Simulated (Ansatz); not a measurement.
# Si: what the fields show

The calculation's input:

```
crystal:
  lattice:
    - [3.9434851968, 0.0, 0.0]
    - [0.0, 3.9434851968, 0.0]
    - [0.0, 0.0, 6.9467505662]
  atoms:
    - { symbol: Si, position: [0.0, 0.0, 0.25] }
    - { symbol: Si, position: [0.0, 0.0, 0.75] }
    - { symbol: Si, position: [0.6733669079, 0.2488063808, 0.5] }
    - { symbol: Si, position: [0.3266330921, 0.7511936192, 0.5] }
    - { symbol: Si, position: [0.7511936192, 0.6733669079, 0.0] }
    - { symbol: Si, position: [0.2488063808, 0.3266330921, 0.0] }
basis:
  ecutwfc: 420
kpoints:
  mp_grid: { grid: [10, 10, 6] }
hamiltonian:
  xc: pbe
scf:
  occupations: { method: gaussian, width: 0.01 }
output:
  forces: true
  stress: true
  eigenvalues: true
  write_density: true
  write_potential: true
  elf: true
  volumetric_format: npy
relax:
  adjacent_minimum: "off"
  f_tol: 0.01
  max_steps: 80
  cell: { stress_tol: 0.05 }
```

Launched as:

```sh
ansatz run input.yaml --threads 1 --pin off --max-ram 2560MiB --backend cpu --events-out ev --progress --plain --runs-dir out
```

Below, planes, directions and counts refer to the conventional cell (a = 3.96 Å, b = 3.96 Å, c = 6.94 Å, α = 90.00°, β = 90.00°, γ = 90.00°).

The fields are those of the relaxed geometry.

Space group P4₂/m; a structure generated by program, which may or may not match a known phase.

Theory: Ansatz 0.2.0, DFT PBE, scalar-relativistic, plane waves, PAW.

The density is the valence pseudo-density of a PAW calculation; it isn't the true density close to the nuclei.

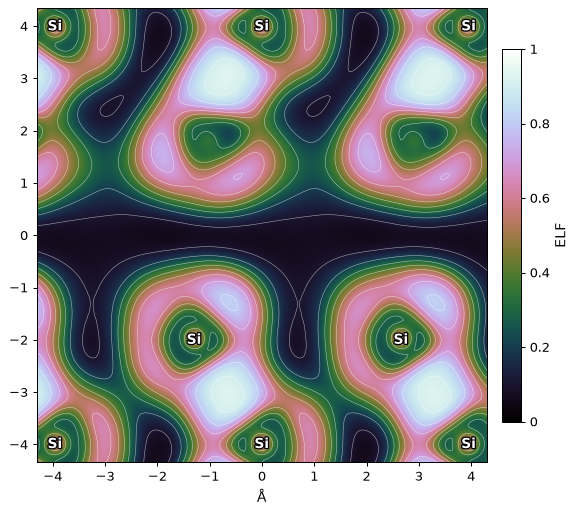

Figure 1. ELF on the (011) plane of the conventional cell.

What does the map show?

Atoms in the plane: Si.
Atoms just off the plane (Si, 0.3 Å away) can leave unmarked features too.
Si–Si (2.38 Å): the ELF peaks at about 0.95 between the atoms; a covalent bond.

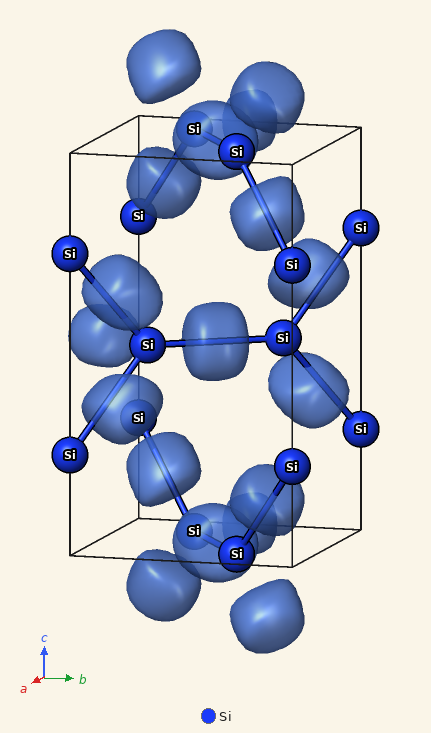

Figure 2. Isosurface of the ELF at 0.8 (blue), seen slightly off an axis. Only the valence region is drawn (cores and ρ < 0.01 e/Å³ removed). Sticks mark near contacts.

Identify the bonds, lone pairs and shells in this picture.

At this value the surface marks out twelve regions between bonded Si–Si atoms (shared pairs), counted in one cell of 6 atoms. Regions shared between cells count once.
